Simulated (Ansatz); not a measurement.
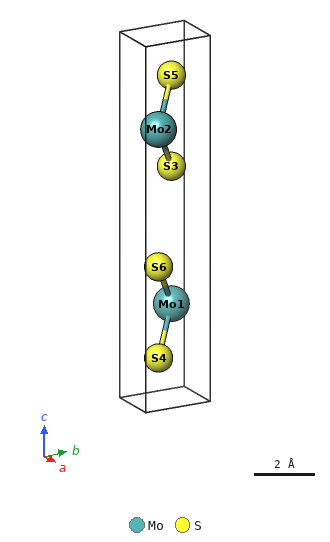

**Figure 1.** The structure as given in the input (ball-and-stick view of the cell of the calculation, seen slightly off an axis; atoms are numbered from 1 in the order of the input). An atom can appear more than once, as a periodic image.

# Geometry relaxation, with input and output: MoS2 (part 1 of 2)

- system: MoS2 (P6₃/mmc, 6 atoms in the cell)
- method: DFT PBEsol, scalar-relativistic, plane waves, PAW, no spin polarisation (Ansatz 0.2.0)

The structure derives from an entry of the Crystallography Open Database. Figures and captions count atoms from 1; the log counts them from 0 in places.

**Output**
```
Engine: ansatz 0.2.0, x86_64-unknown-linux-gnu
Pseudopotentials: kind: paw
Pseudopotential: Mo, paw, valence charge 14, recommended cutoff 420 eV (normal), Mo.paw.azcp
Pseudopotential: S, paw, valence charge 6, recommended cutoff 420 eV (normal), S.paw.azcp
Functional definition: PBEsol
  exchange = pbesol_x
  correlation = pbesol_c
Crystal: 6 atoms, lattice volume = 106.970 Å³
Basis set: ecut = 420 eV, 2057 PW (Γ), exchange–correlation on 48×48×180 points (8 copies of the dense FFT grid, shifted against one another)
Bands: 32, of which v1, the nominal top of the filled ones, is band 26 counted from 1 (25 counted from 0)
Symmetry: 24 space group operations
Space group: P63/mmc (ITA 194), of the structure as read, at distance tolerance 4.7e-5 Å
k-points: 57 of 576
Non-local potential: Mo, projectors of the file, l = 0: 3, l = 1: 2, l = 2: 2, l = 3: 1
Non-local potential: S, projectors of the file, l = 0: 2, l = 1: 2, l = 2: 2
PAW form: soft (Blöchl's): semilocal exchange-correlation on the pseudo side does not see the compensation charge
PAW frozen core: Mo, regenerated for the run's functional, and the local potential with it (the file was generated under x = pbe(κ = 0.804, μ = 0.2195149727645171), c = pbe(β = 0.06672455060314922))
PAW frozen core: S, regenerated for the run's functional, and the local potential with it (the file was generated under x = pbe(κ = 0.804, μ = 0.2195149727645171), c = pbe(β = 0.06672455060314922))
PAW one-centre angular grid: Mo, 590 points (default); XC on 64 Gauss nodes
PAW one-centre angular grid: S, 110 points (default); XC on 64 Gauss nodes
Initial density: superposition of atomic densities (neutral atoms: chi_scale 0, normalization atom), corrected by the library's trained network
Initial wavefunctions: pseudopotential atomic-orbital guess
Functional: x = pbesol(κ = 0.804, μ = 0.12345679012345678), c = pbesol(β = 0.046)
SCF iter   1: F=—  HF=-13340.336803 eV  |F-HF|=—  |Δ(HF+E_count)|=         —  Δρ=6.79e-3  dr2=3.79e-2  ethr=1.77e-3  ⟨swp⟩=7.2  Hψ=8150  notcnv=0
preconditioner: auto → Resta (q_TF=auto, 2.419 Å⁻¹)  ε∞=8.6  [insulator: Δε(μ)=0.952 eV  Ē_g=7.838 eV  σ=0.020 eV  W_gap=1.00  n_scr=26 (ndim 8)  ℏωp=21.5 eV  f_vac=0.023  D(μ)=0.00/eV (n_scr^D=0)  ε∞_Penn≈8.6]
SCF iter   2: F=—  HF=-13340.338734 eV  |F-HF|=—  |Δ(HF+E_count)|=   1.93e-3  Δρ=3.64e-3  dr2=6.61e-3  ethr=7.29e-5  ⟨swp⟩=2.4  Hψ=3506  notcnv=0  defer=86
SCF iter   3: F=—  HF=-13340.340210 eV  |F-HF|=—  |Δ(HF+E_count)|=   1.48e-3  Δρ=1.76e-3  dr2=1.72e-3  ethr=1.27e-5  ⟨swp⟩=2.3  Hψ=2769  notcnv=0  defer=86
SCF iter   4: F=—  HF=-13340.340726 eV  |F-HF|=—  |Δ(HF+E_count)|=   5.17e-4  Δρ=1.74e-4  dr2=6.90e-5  ethr=3.31e-6  ⟨swp⟩=2.0  Hψ=2727  notcnv=0  defer=86
SCF iter   5: F=—  HF=-13340.340737 eV  |F-HF|=—  |Δ(HF+E_count)|=   1.11e-5  Δρ=4.43e-5  dr2=3.38e-6  ethr=1.33e-7  ⟨swp⟩=2.0  Hψ=2518  notcnv=0  defer=86
SCF iter   6: F=—  HF=-13340.340740 eV  |F-HF|=—  |Δ(HF+E_count)|=   2.14e-6  Δρ=1.25e-5  dr2=4.62e-7  ethr=6.50e-9  ⟨swp⟩=2.0  Hψ=2570  notcnv=0  defer=86
SCF iter   7: F=-13340.340740 eV  HF=-13340.340740 eV  |F-HF|=1.19e-8  |Δ(HF+E_count)|=   3.35e-7  Δρ=3.51e-6  dr2=1.93e-8  ethr=1.92e-10  ⟨swp⟩=8.5  Hψ=7648  notcnv=0
SCF 1 converged in 7 iterations: F = -13340.340740 eV  dr2 = 1.93e-8
  greatest PAW one-centre occupation: 0.999 electrons in one spin orbital (limit 2), on the Mo atom at site 1 (counted from 0), in its partial waves of l = 0
relax step   1: F+E_penalty+E_count = -13340.34073987 eV  Δ(F+E_penalty+E_count) = +0.000e0 eV  max|allowed force component| = 9.830e-3 eV/Å  Δτ_max = 0.0000 Å  P = +0.046 GPa  Ω = 106.970 Å³  (7 SCF iters, dr2 threshold 1.00e-7 eV, accepted)
Crystal: 6 atoms, lattice volume = 107.500 Å³
Basis set: ecut = 420 eV, 2081 PW (Γ), exchange–correlation on 48×48×180 points (8 copies of the dense FFT grid, shifted against one another)
Initial density: handed on by an earlier stage of this run
Initial wavefunctions: those handed on with the density
iter 1 solved again at ethr=8.05e-7 eV; its pass at ethr=3.10e-3 eV (dr2=4.18e-4 eV) is discarded
SCF iter   1: F=—  HF=-13340.340896 eV  |F-HF|=—  |Δ(HF+E_count)|=         —  Δρ=5.92e-4  dr2=3.75e-4  ethr=8.05e-7  ⟨swp⟩=2.6  Hψ=9644  notcnv=0
preconditioner: auto → Resta (q_TF=auto, 2.417 Å⁻¹)  ε∞=8.5  [insulator: Δε(μ)=0.974 eV  Ē_g=7.853 eV  σ=0.020 eV  W_gap=1.00  n_scr=26 (ndim 8)  ℏωp=21.5 eV  f_vac=0.019  D(μ)=0.00/eV (n_scr^D=0)  ε∞_Penn≈8.5]
SCF iter   2: F=—  HF=-13340.340812 eV  |F-HF|=—  |Δ(HF+E_count)|=   8.46e-5  Δρ=3.04e-4  dr2=1.27e-4  ethr=7.21e-7  ⟨swp⟩=2.5  Hψ=2749  notcnv=0
SCF iter   3: F=—  HF=-13340.340787 eV  |F-HF|=—  |Δ(HF+E_count)|=   2.45e-5  Δρ=1.43e-4  dr2=3.83e-5  ethr=2.44e-7  ⟨swp⟩=2.0  Hψ=2523  notcnv=0
SCF iter   4: F=—  HF=-13340.340757 eV  |F-HF|=—  |Δ(HF+E_count)|=   2.99e-5  Δρ=4.14e-5  dr2=3.50e-6  ethr=7.36e-8  ⟨swp⟩=2.1  Hψ=2348  notcnv=0
SCF iter   5: F=—  HF=-13340.340759 eV  |F-HF|=—  |Δ(HF+E_count)|=   1.32e-6  Δρ=1.05e-5  dr2=2.84e-7  ethr=6.72e-9  ⟨swp⟩=2.1  Hψ=2558  notcnv=0
SCF iter   6: F=-13340.340759 eV  HF=-13340.340759 eV  |F-HF|=7.58e-9  |Δ(HF+E_count)|=   1.67e-7  Δρ=2.13e-6  dr2=4.31e-9  ethr=1.68e-11  ⟨swp⟩=4.1  Hψ=8240  notcnv=0
SCF 2 converged in 6 iterations: F = -13340.340759 eV  dr2 = 4.31e-9
relax step   2: F+E_penalty+E_count = -13340.34075868 eV  Δ(F+E_penalty+E_count) = -1.881e-5 eV  max|allowed force component| = 1.630e-2 eV/Å  Δτ_max = 0.0070 Å  P = -0.030 GPa  Ω = 107.500 Å³  energy of the carried Pulay correction = -4.260e-5 eV  (6 SCF iters, dr2 threshold 8.76e-9 eV, accepted)
Crystal: 6 atoms, lattice volume = 107.425 Å³
Basis set: ecut = 420 eV, 2059 PW (Γ), exchange–correlation on 48×48×180 points (8 copies of the dense FFT grid, shifted against one another)
iter 1 solved again at ethr=1.15e-7 eV; its pass at ethr=3.10e-3 eV (dr2=5.97e-5 eV) is discarded
SCF iter   1: F=—  HF=-13340.340915 eV  |F-HF|=—  |Δ(HF+E_count)|=         —  Δρ=1.11e-4  dr2=5.34e-5  ethr=1.15e-7  ⟨swp⟩=3.1  Hψ=9696  notcnv=0
preconditioner: auto → Resta (q_TF=auto, 2.418 Å⁻¹)  ε∞=8.5  [insulator: Δε(μ)=0.975 eV  Ē_g=7.856 eV  σ=0.020 eV  W_gap=1.00  n_scr=26 (ndim 8)  ℏωp=21.5 eV  f_vac=0.018  D(μ)=0.00/eV (n_scr^D=0)  ε∞_Penn≈8.5]
SCF iter   2: F=—  HF=-13340.340884 eV  |F-HF|=—  |Δ(HF+E_count)|=   3.04e-5  Δρ=6.47e-5  dr2=6.90e-6  ethr=1.03e-7  ⟨swp⟩=2.1  Hψ=2274  notcnv=0
SCF iter   3: F=—  HF=-13340.340883 eV  |F-HF|=—  |Δ(HF+E_count)|=   1.63e-6  Δρ=2.78e-5  dr2=3.30e-6  ethr=1.33e-8  ⟨swp⟩=2.0  Hψ=2619  notcnv=0
SCF iter   4: F=—  HF=-13340.340882 eV  |F-HF|=—  |Δ(HF+E_count)|=   6.17e-7  Δρ=9.23e-6  dr2=1.24e-7  ethr=6.34e-9  ⟨swp⟩=2.0  Hψ=2489  notcnv=0
SCF iter   5: F=-13340.340882 eV  HF=-13340.340882 eV  |F-HF|=1.57e-9  |Δ(HF+E_count)|=   1.28e-8  Δρ=2.05e-6  dr2=5.94e-9  ethr=1.48e-10  ⟨swp⟩=4.1  Hψ=6102  notcnv=0
SCF 3 converged in 5 iterations: F = -13340.340882 eV  dr2 = 5.94e-9
relax step   3: F+E_penalty+E_count = -13340.34088213 eV  Δ(F+E_penalty+E_count) = -1.234e-4 eV  max|allowed force component| = 3.852e-3 eV/Å  Δτ_max = 0.0005 Å  P = +0.015 GPa  Ω = 107.425 Å³  energy of the carried Pulay correction = -3.656e-5 eV  (5 SCF iters, dr2 threshold 7.72e-8 eV, accepted)
Crystal: 6 atoms, lattice volume = 107.504 Å³
iter 1 solved again at ethr=3.07e-8 eV; its pass at ethr=3.10e-3 eV (dr2=1.59e-5 eV) is discarded
SCF iter   1: F=—  HF=-13340.340917 eV  |F-HF|=—  |Δ(HF+E_count)|=         —  Δρ=1.11e-4  dr2=1.31e-5  ethr=3.07e-8  ⟨swp⟩=3.2  Hψ=10044  notcnv=0
preconditioner: auto → Resta (q_TF=auto, 2.417 Å⁻¹)  ε∞=8.5  [insulator: Δε(μ)=0.980 eV  Ē_g=7.855 eV  σ=0.020 eV  W_gap=1.00  n_scr=26 (ndim 8)  ℏωp=21.5 eV  f_vac=0.019  D(μ)=0.00/eV (n_scr^D=0)  ε∞_Penn≈8.5]
SCF iter   2: F=—  HF=-13340.340893 eV  |F-HF|=—  |Δ(HF+E_count)|=   2.35e-5  Δρ=5.45e-5  dr2=2.61e-6  ethr=2.52e-8  ⟨swp⟩=2.5  Hψ=2583  notcnv=0
SCF iter   3: F=—  HF=-13340.340886 eV  |F-HF|=—  |Δ(HF+E_count)|=   7.07e-6  Δρ=2.91e-5  dr2=7.09e-7  ethr=5.02e-9  ⟨swp⟩=2.4  Hψ=2393  notcnv=0
SCF iter   4: F=—  HF=-13340.340886 eV  |F-HF|=—  |Δ(HF+E_count)|=   7.62e-8  Δρ=4.61e-6  dr2=3.58e-8  ethr=1.36e-9  ⟨swp⟩=2.5  Hψ=2796  notcnv=0
SCF iter   5: F=-13340.340886 eV  HF=-13340.340886 eV  |F-HF|=2.49e-10  |Δ(HF+E_count)|=   1.90e-8  Δρ=1.11e-6  dr2=4.28e-9  ethr=1.60e-11  ⟨swp⟩=4.6  Hψ=6218  notcnv=0
SCF 4 converged in 5 iterations: F = -13340.340886 eV  dr2 = 4.28e-9
relax step   4: F+E_penalty+E_count = -13340.34088630 eV  Δ(F+E_penalty+E_count) = -4.164e-6 eV  max|allowed force component| = 9.459e-4 eV/Å  Δτ_max = 0.0010 Å  P = -0.005 GPa  Ω = 107.504 Å³  energy of the carried Pulay correction = -4.291e-5 eV  (5 SCF iters, dr2 threshold 8.32e-9 eV, accepted)
Initial wavefunctions: pseudopotential atomic-orbital guess (no wavefunctions were taken with the density)
iter 1 solved again at ethr=1.37e-7 eV; its pass at ethr=3.10e-3 eV (dr2=7.12e-5 eV) is discarded
SCF iter   1: F=—  HF=-13340.340945 eV  |F-HF|=—  |Δ(HF+E_count)|=         —  Δρ=3.34e-5  dr2=3.77e-8  ethr=1.37e-7  ⟨swp⟩=3.7  Hψ=13691  notcnv=0
preconditioner: auto → Resta (q_TF=auto, 2.417 Å⁻¹)  ε∞=8.5  [insulator: Δε(μ)=0.980 eV  Ē_g=7.856 eV  σ=0.020 eV  W_gap=1.00  n_scr=26 (ndim 8)  ℏωp=21.5 eV  f_vac=0.019  D(μ)=0.00/eV (n_scr^D=0)  ε∞_Penn≈8.5]
SCF iter   2: F=—  HF=-13340.340925 eV  |F-HF|=—  |Δ(HF+E_count)|=   1.97e-5  Δρ=1.69e-5  dr2=8.58e-9  ethr=7.26e-11  ⟨swp⟩=3.0  Hψ=3711  notcnv=0
SCF iter   3: F=—  HF=-13340.340927 eV  |F-HF|=—  |Δ(HF+E_count)|=   2.11e-6  Δρ=2.52e-6  dr2=5.00e-9  ethr=1.65e-11  ⟨swp⟩=2.0  Hψ=2730  notcnv=0
SCF iter   4: F=—  HF=-13340.340927 eV  |F-HF|=—  |Δ(HF+E_count)|=   3.63e-8  Δρ=2.94e-7  dr2=2.66e-10  ethr=9.62e-12  ⟨swp⟩=2.3  Hψ=2397  notcnv=0
SCF iter   5: F=—  HF=-13340.340927 eV  |F-HF|=—  |Δ(HF+E_count)|=  6.00e-11  Δρ=2.38e-7  dr2=1.42e-10  ethr=1.00e-12  ⟨swp⟩=4.3  Hψ=6120  notcnv=0
SCF iter   6: F=-13340.340927 eV  HF=-13340.340927 eV  |F-HF|=7.28e-12  |Δ(HF+E_count)|=  2.53e-10  Δρ=4.06e-8  dr2=1.69e-12  ethr=1.00e-12  ⟨swp⟩=3.2  Hψ=6979  notcnv=0
SCF 5 converged in 6 iterations: F = -13340.340927 eV  dr2 = 1.69e-12
relax step   5: F+E_penalty+E_count = -13340.34092728 eV  Δ(F+E_penalty+E_count) = -4.098e-5 eV  max|allowed force component| = 9.556e-4 eV/Å  Δτ_max = 0.0000 Å  P = -0.005 GPa  Ω = 107.504 Å³  stress off target by 4.81e-3 GPa  SCF on the basis re-selected at this cell (its energy is not comparable with the rows above)  (6 SCF iters)
```

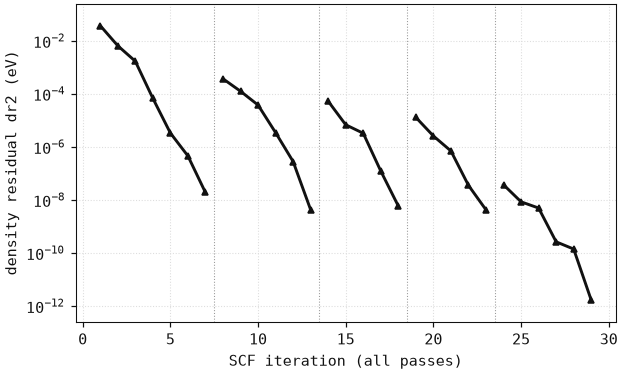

**Figure 2.** Convergence of the self-consistent field: density residual dr2 against the SCF iteration. The dotted lines part the SCF passes of the relaxation: geometry steps, rejected trials and re-solves on a re-selected basis. The 5 passes take 5 to 7 iterations each, 29 in all.

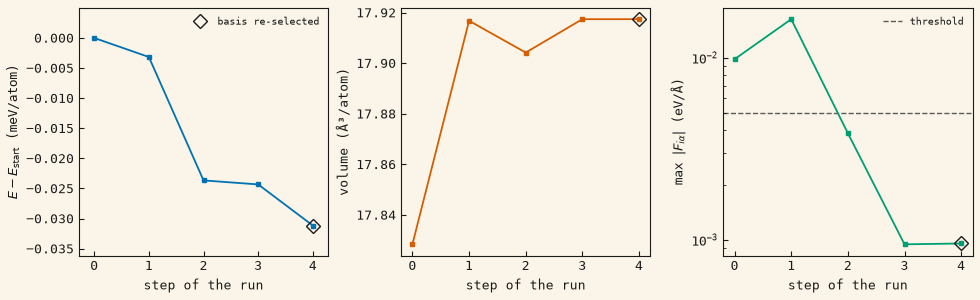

**Figure 3.** Progress of the relaxation, step by step (the first geometry is step 0 here and step 1 in the log). The energy falls by next to nothing (0.0 meV per atom) in 3 geometry steps. Largest force component: 0.0098 eV/Å at the start, 0.00096 eV/Å at the end. The pressure goes from 0.05 to 0.00 GPa. The largest moves relative to the cell, 0.008 Å, are those of S3, S4, S5 and S6. Mo stays in place. The volume changes by +0.5 %, with a = b stay at 3.141 Å, c 12.523 → 12.579 Å (+0.4 %). The space group stays P6_3/mmc (No. 194). A last SCF at the same geometry on a re-selected plane-wave basis shifts the energy by next to nothing (0.0 meV per atom). (Atoms are counted from 1 in the order of the input.)
